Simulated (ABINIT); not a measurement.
## FeSi2: geometry relaxation (part 3 of 4)

The same run, continued: FeSi2 (P4/mmm, 3 atoms in the cell); Kohn-Sham DFT of a periodic cell, PBEsol, PseudoDojo NC SR PBEsol v0.4.1 standard, spin-polarised (ABINIT 10.8.3); cutoff 1224.51 eV, 8×8×4 k-mesh, fermi-dirac of 0.05 eV, collinear spins. The structure derives from an entry of the Crystallography Open Database.

Geometry of the input (Å; fractional positions):
```
2.6840  0.0000  0.0000
0.0000  2.6840  0.0000
0.0000  0.0000  5.1280
Fe 0.0000  0.0000  0.0000
Si 0.5000  0.5000  0.7300
Si 0.5000  0.5000  0.2700
```

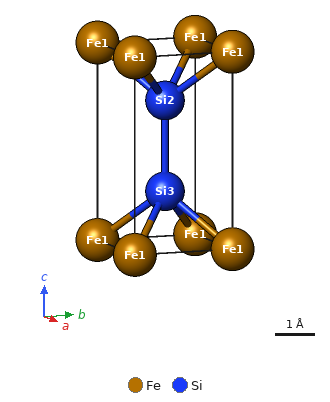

Fig. 1: The starting structure (ball-and-stick view of the cell of the calculation, seen slightly off an axis; atoms are numbered from 1 in the order of the input). An atom can appear more than once, as a periodic image.

Output, continued
```
 Cartesian coordinates (xcart) [bohr]
  0.00000000000000E+00  0.00000000000000E+00  0.00000000000000E+00
  2.52904067444937E+00  2.52904067444937E+00  7.02209884086007E+00
  2.52904067444937E+00  2.52904067444937E+00  2.61696695676921E+00
 Reduced coordinates (xred)
  0.00000000000000E+00  0.00000000000000E+00  0.00000000000000E+00
  5.00000000000000E-01  5.00000000000000E-01  7.28504088289049E-01
  5.00000000000000E-01  5.00000000000000E-01  2.71495911710951E-01
 Cartesian forces (fcart) [Ha/bohr]; max,rms= 1.15101E-03 5.42592E-04 (free atoms)
 -0.00000000000000E+00 -0.00000000000000E+00 -0.00000000000000E+00
 -0.00000000000000E+00 -0.00000000000000E+00 -1.15101199879755E-03
 -0.00000000000000E+00 -0.00000000000000E+00  1.15101199879755E-03
 Gradient of E wrt nuclear positions in reduced coordinates (gred)
  0.00000000000000E+00  0.00000000000000E+00  0.00000000000000E+00
  0.00000000000000E+00  0.00000000000000E+00  1.10946803902704E-02
 -0.00000000000000E+00 -0.00000000000000E+00 -1.10946803902704E-02
 Scale of Primitive Cell (acell) [bohr]
  5.05808134889873E+00  5.05808134889873E+00  9.63906579762928E+00
 Real space primitive translations (rprimd) [bohr]
  5.05808134889873E+00  0.00000000000000E+00  0.00000000000000E+00
  0.00000000000000E+00  5.05808134889873E+00  0.00000000000000E+00
  0.00000000000000E+00  0.00000000000000E+00  9.63906579762928E+00
 Unitary Cell Volume (ucvol) [Bohr^3]=  2.46607661217140E+02
 Angles (23,13,12)= [degrees]
  9.00000000000000E+01  9.00000000000000E+01  9.00000000000000E+01
 Lengths [Bohr]
  5.05808134889873E+00  5.05808134889873E+00  9.63906579762928E+00
 Stress tensor in cartesian coordinates (strten) [Ha/bohr^3]
 -2.42621133412710E-06  0.00000000000000E+00  0.00000000000000E+00
  0.00000000000000E+00 -2.42621133412536E-06  0.00000000000000E+00
  0.00000000000000E+00  0.00000000000000E+00 -2.19793545516555E-05
 Total energy (etotal) [Ha]= -1.33734402123864E+02

 Difference of energy with previous step (new-old):
           Absolute (Ha)=-5.86264E-05
           Relative     =-4.38380E-07

--- Iteration: ( 4/50) Internal Cycle: (1/1)
--------------------------------------------------------------------------------

---SELF-CONSISTENT-FIELD CONVERGENCE--------------------------------------------

--- !BeginCycle
iteration_state: {dtset: 1, itime: 4, icycle: 1, }
solver: {iscf: 7, nstep: 80, nline: 4, wfoptalg: 0, }
tolerances: {tolvrs: 1.00E-12, }
...

     iter   Etot(hartree)      deltaE(h)  residm     vres2   difmagsph maxmagsph
 ETOT  1  -133.73437062675    -1.337E+02 3.535E-05 1.019E+00 7.568E-07 7.568E-07
 ETOT  2  -133.73408753177     2.831E-04 3.670E-05 6.021E+00 3.889E-08 7.179E-07
 ETOT  3  -133.73437416182    -2.866E-04 1.305E-05 5.298E-01 2.362E-07 4.817E-07
 ETOT  4  -133.73440675187    -3.259E-05 3.204E-05 5.997E-03 2.353E-07 7.170E-07
 ETOT  5  -133.73440715968    -4.078E-07 1.030E-05 4.325E-05 5.184E-08 6.652E-07
 ETOT  6  -133.73440716390    -4.220E-09 2.596E-05 3.312E-07 6.807E-09 6.720E-07
 ETOT  7  -133.73440716394    -4.772E-11 8.509E-06 1.546E-08 1.726E-08 6.547E-07
 ETOT  8  -133.73440716394     5.144E-12 2.088E-05 5.822E-10 9.296E-09 6.454E-07
 ETOT  9  -133.73440716394     3.837E-12 6.796E-06 2.084E-11 1.273E-08 6.327E-07
 ETOT 10  -133.73440716394    -5.372E-12 1.633E-05 1.757E-13 1.065E-08 6.221E-07

 At SCF step   10       vres2   =  1.76E-13 < tolvrs=  1.00E-12 =>converged.

 Cartesian components of stress tensor (hartree/bohr^3)
  sigma(1 1)=  1.22436562E-07  sigma(3 2)=  0.00000000E+00
  sigma(2 2)=  1.22436562E-07  sigma(3 1)=  0.00000000E+00
  sigma(3 3)= -1.60512480E-05  sigma(2 1)=  0.00000000E+00

--- !ResultsGS
iteration_state: {dtset: 1, itime: 4, icycle: 1, }
comment   : Summary of ground state results
lattice_vectors:
- [  5.0577637,   0.0000000,   0.0000000, ]
- [  0.0000000,   5.0577637,   0.0000000, ]
- [  0.0000000,   0.0000000,   9.6430146, ]
lattice_lengths: [   5.05776,    5.05776,    9.64301, ]
lattice_angles: [ 90.000,  90.000,  90.000, ] # degrees, (23, 13, 12)
lattice_volume:   2.4667770E+02
convergence: {deltae: -5.372E-12, res2:  1.757E-13, residm:  1.633E-05, diffor: null, }
etotal    :  -1.33734407E+02
entropy   :   0.00000000E+00
fermie    :   4.03773984E-01
cartesian_stress_tensor: # hartree/bohr^3
- [  1.22436562E-07,   0.00000000E+00,   0.00000000E+00, ]
- [  0.00000000E+00,   1.22436562E-07,   0.00000000E+00, ]
- [  0.00000000E+00,   0.00000000E+00,  -1.60512480E-05, ]
pressure_GPa:   1.5501E-01
xred      :
- [  0.0000E+00,   0.0000E+00,   0.0000E+00, Fe]
- [  5.0000E-01,   5.0000E-01,   7.2831E-01, Si]
- [  5.0000E-01,   5.0000E-01,   2.7169E-01, Si]
cartesian_forces: # hartree/bohr
- [ -0.00000000E+00,  -0.00000000E+00,  -0.00000000E+00, ]
- [ -0.00000000E+00,  -0.00000000E+00,  -5.67836599E-04, ]
- [ -0.00000000E+00,  -0.00000000E+00,   5.67836599E-04, ]
force_length_stats: {min:   0.00000000E+00, max:   5.67836599E-04, mean:   3.78557733E-04, }
...

 Integrated electronic and magnetization densities in atomic spheres:
 ------------------------------------------------------------------------------------------------------------
 Radius=ratsph(iatom), smearing ratsm=  0.0000. Diff(up-dn)=approximate z local magnetic moment.
    Atom    Radius    up_density   dn_density  Total(up+dn)  Diff(up-dn)
    1 Fe   2.00000     7.198092     7.198092     14.396184    -0.000001
    2 Si   2.00000     0.904069     0.904069      1.808139     0.000000
    3 Si   2.00000     0.904069     0.904069      1.808139     0.000000
 ------------------------------------------------------------------------------------------------------------
  Sum:                 9.006230     9.006231     18.012461    -0.000001
 Total magnetization (from the atomic spheres):               -0.000001
 Total magnetization (exact up - dn):                         -0.000001

---OUTPUT-----------------------------------------------------------------------

 Cartesian coordinates (xcart) [bohr]
  0.00000000000000E+00  0.00000000000000E+00  0.00000000000000E+00
  2.52888184846100E+00  2.52888184846100E+00  7.02314137493365E+00
  2.52888184846100E+00  2.52888184846100E+00  2.61987319665660E+00
 Reduced coordinates (xred)
  0.00000000000000E+00  0.00000000000000E+00  0.00000000000000E+00
  5.00000000000000E-01  5.00000000000000E-01  7.28313881804645E-01
  5.00000000000000E-01  5.00000000000000E-01  2.71686118195355E-01
 Cartesian forces (fcart) [Ha/bohr]; max,rms= 5.67837E-04 2.67681E-04 (free atoms)
 -0.00000000000000E+00 -0.00000000000000E+00 -0.00000000000000E+00
 -0.00000000000000E+00 -0.00000000000000E+00 -5.67836599324973E-04
 -0.00000000000000E+00 -0.00000000000000E+00  5.67836599324973E-04
 Gradient of E wrt nuclear positions in reduced coordinates (gred)
  0.00000000000000E+00  0.00000000000000E+00  0.00000000000000E+00
  0.00000000000000E+00  0.00000000000000E+00  5.47565660157296E-03
 -0.00000000000000E+00 -0.00000000000000E+00 -5.47565660157296E-03
 Scale of Primitive Cell (acell) [bohr]
  5.05776369692200E+00  5.05776369692200E+00  9.64301457159025E+00
 Real space primitive translations (rprimd) [bohr]
  5.05776369692200E+00  0.00000000000000E+00  0.00000000000000E+00
  0.00000000000000E+00  5.05776369692200E+00  0.00000000000000E+00
  0.00000000000000E+00  0.00000000000000E+00  9.64301457159025E+00
 Unitary Cell Volume (ucvol) [Bohr^3]=  2.46677701314324E+02
 Angles (23,13,12)= [degrees]
  9.00000000000000E+01  9.00000000000000E+01  9.00000000000000E+01
 Lengths [Bohr]
  5.05776369692200E+00  5.05776369692200E+00  9.64301457159025E+00
 Stress tensor in cartesian coordinates (strten) [Ha/bohr^3]
  1.22436561937611E-07  0.00000000000000E+00  0.00000000000000E+00
  0.00000000000000E+00  1.22436561923733E-07  0.00000000000000E+00
  0.00000000000000E+00  0.00000000000000E+00 -1.60512479636960E-05
 Total energy (etotal) [Ha]= -1.33734407163941E+02

 Difference of energy with previous step (new-old):
           Absolute (Ha)=-5.04008E-06
           Relative     =-3.76872E-08

--- Iteration: ( 5/50) Internal Cycle: (1/1)
--------------------------------------------------------------------------------

---SELF-CONSISTENT-FIELD CONVERGENCE--------------------------------------------

--- !BeginCycle
iteration_state: {dtset: 1, itime: 5, icycle: 1, }
solver: {iscf: 7, nstep: 80, nline: 4, wfoptalg: 0, }
tolerances: {tolvrs: 1.00E-12, }
...

     iter   Etot(hartree)      deltaE(h)  residm     vres2   difmagsph maxmagsph
 ETOT  1  -133.73404807072    -1.337E+02 6.483E-04 9.060E+00 7.921E-07 7.921E-07
 ETOT  2  -133.72897345962     5.075E-03 3.666E-05 1.013E+02 3.075E-08 8.069E-07
 ETOT  3  -133.73432676280    -5.353E-03 3.853E-05 1.318E+00 1.632E-06 2.439E-06
 ETOT  4  -133.73440811026    -8.135E-05 8.272E-05 4.096E-02 2.111E-07 2.536E-06
 ETOT  5  -133.73441043376    -2.323E-06 1.735E-06 5.589E-05 9.365E-07 1.600E-06
 ETOT  6  -133.73441043815    -4.397E-09 2.309E-05 1.732E-05 1.811E-07 1.781E-06
 ETOT  7  -133.73441043898    -8.229E-10 4.492E-06 3.546E-07 6.878E-08 1.712E-06
 ETOT  8  -133.73441043900    -2.865E-11 6.540E-05 1.916E-09 1.708E-08 1.695E-06
 ETOT  9  -133.73441043900     2.359E-12 5.407E-06 7.466E-11 2.804E-08 1.667E-06
 ETOT 10  -133.73441043901    -3.922E-12 6.663E-05 4.381E-12 2.693E-08 1.640E-06
 ETOT 11  -133.73441043901     8.811E-13 5.144E-06 1.905E-13 2.900E-08 1.611E-06

 At SCF step   11       vres2   =  1.90E-13 < tolvrs=  1.00E-12 =>converged.

 Cartesian components of stress tensor (hartree/bohr^3)
  sigma(1 1)=  3.29200735E-06  sigma(3 2)=  0.00000000E+00
  sigma(2 2)=  3.29200735E-06  sigma(3 1)=  0.00000000E+00
  sigma(3 3)= -2.12060483E-06  sigma(2 1)=  0.00000000E+00

--- !ResultsGS
iteration_state: {dtset: 1, itime: 5, icycle: 1, }
comment   : Summary of ground state results
lattice_vectors:
- [  5.0569846,   0.0000000,   0.0000000, ]
- [  0.0000000,   5.0569846,   0.0000000, ]
- [  0.0000000,   0.0000000,   9.6519871, ]
lattice_lengths: [   5.05698,    5.05698,    9.65199, ]
lattice_angles: [ 90.000,  90.000,  90.000, ] # degrees, (23, 13, 12)
lattice_volume:   2.4683116E+02
convergence: {deltae:  8.811E-13, res2:  1.905E-13, residm:  5.144E-06, diffor: null, }
etotal    :  -1.33734410E+02
entropy   :   0.00000000E+00
fermie    :   4.03526304E-01
cartesian_stress_tensor: # hartree/bohr^3
- [  3.29200735E-06,   0.00000000E+00,   0.00000000E+00, ]
- [  0.00000000E+00,   3.29200735E-06,   0.00000000E+00, ]
- [  0.00000000E+00,   0.00000000E+00,  -2.12060483E-06, ]
pressure_GPa:  -4.3773E-02
xred      :
- [  0.0000E+00,   0.0000E+00,   0.0000E+00, Fe]
- [  5.0000E-01,   5.0000E-01,   7.2809E-01, Si]
- [  5.0000E-01,   5.0000E-01,   2.7191E-01, Si]
cartesian_forces: # hartree/bohr
- [ -0.00000000E+00,  -0.00000000E+00,  -0.00000000E+00, ]
- [ -0.00000000E+00,  -0.00000000E+00,   8.47165555E-05, ]
- [ -0.00000000E+00,  -0.00000000E+00,  -8.47165555E-05, ]
force_length_stats: {min:   0.00000000E+00, max:   8.47165555E-05, mean:   5.64777037E-05, }
...

 Integrated electronic and magnetization densities in atomic spheres:
 ------------------------------------------------------------------------------------------------------------
 Radius=ratsph(iatom), smearing ratsm=  0.0000. Diff(up-dn)=approximate z local magnetic moment.
    Atom    Radius    up_density   dn_density  Total(up+dn)  Diff(up-dn)
    1 Fe   2.00000     7.195751     7.195753     14.391504    -0.000002
    2 Si   2.00000     0.902291     0.902291      1.804581     0.000000
    3 Si   2.00000     0.902291     0.902291      1.804581     0.000000
 ------------------------------------------------------------------------------------------------------------
  Sum:                 9.000333     9.000334     18.000667    -0.000002
 Total magnetization (from the atomic spheres):               -0.000002
 Total magnetization (exact up - dn):                         -0.000001

---OUTPUT-----------------------------------------------------------------------

 Cartesian coordinates (xcart) [bohr]
  0.00000000000000E+00  0.00000000000000E+00  0.00000000000000E+00
  2.52849227908859E+00  2.52849227908859E+00  7.02749402113170E+00
  2.52849227908859E+00  2.52849227908859E+00  2.62449310386441E+00
 Reduced coordinates (xred)
  0.00000000000000E+00  0.00000000000000E+00  0.00000000000000E+00
  5.00000000000000E-01  5.00000000000000E-01  7.28087794785007E-01
  5.00000000000000E-01  5.00000000000000E-01  2.71912205214993E-01
 Cartesian forces (fcart) [Ha/bohr]; max,rms= 8.47166E-05 3.99358E-05 (free atoms)
 -0.00000000000000E+00 -0.00000000000000E+00 -0.00000000000000E+00
 -0.00000000000000E+00 -0.00000000000000E+00  8.47165555068807E-05
 -0.00000000000000E+00 -0.00000000000000E+00 -8.47165555068807E-05
 Gradient of E wrt nuclear positions in reduced coordinates (gred)
  0.00000000000000E+00  0.00000000000000E+00  0.00000000000000E+00
 -0.00000000000000E+00 -0.00000000000000E+00 -8.17683103026431E-04
  0.00000000000000E+00  0.00000000000000E+00  8.17683103026431E-04
 Scale of Primitive Cell (acell) [bohr]
  5.05698455817717E+00  5.05698455817717E+00  9.65198712499611E+00
 Real space primitive translations (rprimd) [bohr]
  5.05698455817717E+00  0.00000000000000E+00  0.00000000000000E+00
  0.00000000000000E+00  5.05698455817717E+00  0.00000000000000E+00
  0.00000000000000E+00  0.00000000000000E+00  9.65198712499611E+00
 Unitary Cell Volume (ucvol) [Bohr^3]=  2.46831162660822E+02
 Angles (23,13,12)= [degrees]
  9.00000000000000E+01  9.00000000000000E+01  9.00000000000000E+01
 Lengths [Bohr]
  5.05698455817717E+00  5.05698455817717E+00  9.65198712499611E+00
 Stress tensor in cartesian coordinates (strten) [Ha/bohr^3]
  3.29200735464490E-06  0.00000000000000E+00  0.00000000000000E+00
  0.00000000000000E+00  3.29200735464490E-06  0.00000000000000E+00
  0.00000000000000E+00  0.00000000000000E+00 -2.12060483011610E-06
 Total energy (etotal) [Ha]= -1.33734410439005E+02

 Difference of energy with previous step (new-old):
           Absolute (Ha)=-3.27506E-06
           Relative     =-2.44893E-08

--- Iteration: ( 6/50) Internal Cycle: (1/1)
--------------------------------------------------------------------------------

---SELF-CONSISTENT-FIELD CONVERGENCE--------------------------------------------

--- !BeginCycle
iteration_state: {dtset: 1, itime: 6, icycle: 1, }
solver: {iscf: 7, nstep: 80, nline: 4, wfoptalg: 0, }
tolerances: {tolvrs: 1.00E-12, }
...

     iter   Etot(hartree)      deltaE(h)  residm     vres2   difmagsph maxmagsph
 ETOT  1  -133.73438273748    -1.337E+02 1.804E-05 7.074E-01 1.604E-06 1.604E-06
 ETOT  2  -133.73398929987     3.934E-04 3.710E-06 7.729E+00 7.555E-08 1.529E-06
 ETOT  3  -133.73440728915    -4.180E-04 6.582E-05 5.282E-02 3.939E-07 1.923E-06
 ETOT  4  -133.73441058134    -3.292E-06 4.285E-06 4.365E-04 2.956E-07 1.627E-06
 ETOT  5  -133.73441061767    -3.633E-08 3.929E-05 5.808E-06 2.446E-08 1.603E-06
 ETOT  6  -133.73441061836    -6.916E-10 3.889E-06 1.068E-07 3.299E-08 1.570E-06
 ETOT  7  -133.73441061837    -1.111E-11 2.977E-05 1.778E-09 2.193E-08 1.548E-06
 ETOT  8  -133.73441061836     4.746E-12 3.550E-06 1.788E-11 3.068E-08 1.517E-06
 ETOT  9  -133.73441061837    -3.723E-12 2.619E-05 7.238E-12 2.829E-08 1.489E-06
 ETOT 10  -133.73441061837    -6.963E-12 3.061E-06 1.198E-12 2.228E-08 1.466E-06
 ETOT 11  -133.73441061836     9.805E-12 2.370E-05 9.628E-14 3.886E-08 1.428E-06

 At SCF step   11       vres2   =  9.63E-14 < tolvrs=  1.00E-12 =>converged.
```
